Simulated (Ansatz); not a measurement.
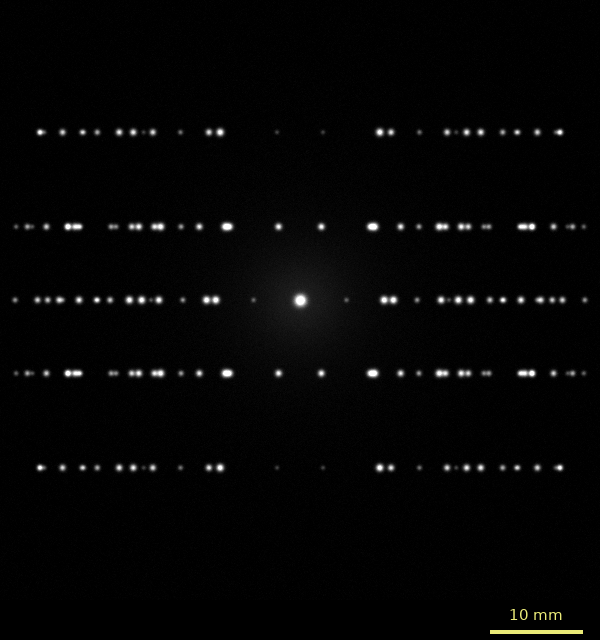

Simulated X-ray rotation photograph: Mo Kα radiation (λ = 0.7107 Å), cylindrical film of radius 28.65 mm unrolled, rotation axis vertical and normal to the beam, kinematic intensities without Lorentz or polarisation factors, the film spanning ±63° about the beam; spots down to d = 0.68 Å.

Question: What lattice repeat along the rotation axis do the layer lines give?

Answer: The first layer line lies 8.0 mm from the equator, so tan ν = 0.281, sin ν = 0.270 and the period is λ/sin ν = 2.63 Å. Further lines follow at 18.4 mm.

The crystal is Rh, space group Cmcm (No. 63), a = 2.63 Å, b = 7.98 Å, c = 2.66 Å. Structure: the input geometry of an electronic-structure calculation (not necessarily at equilibrium); the starting structure was generated, so it need not be a known form of this composition.

Question: About which axis was it rotated?

Answer: About [100], whose length in the conventional cell is 2.628 Å. The period alone comes close to that of [001] as well.
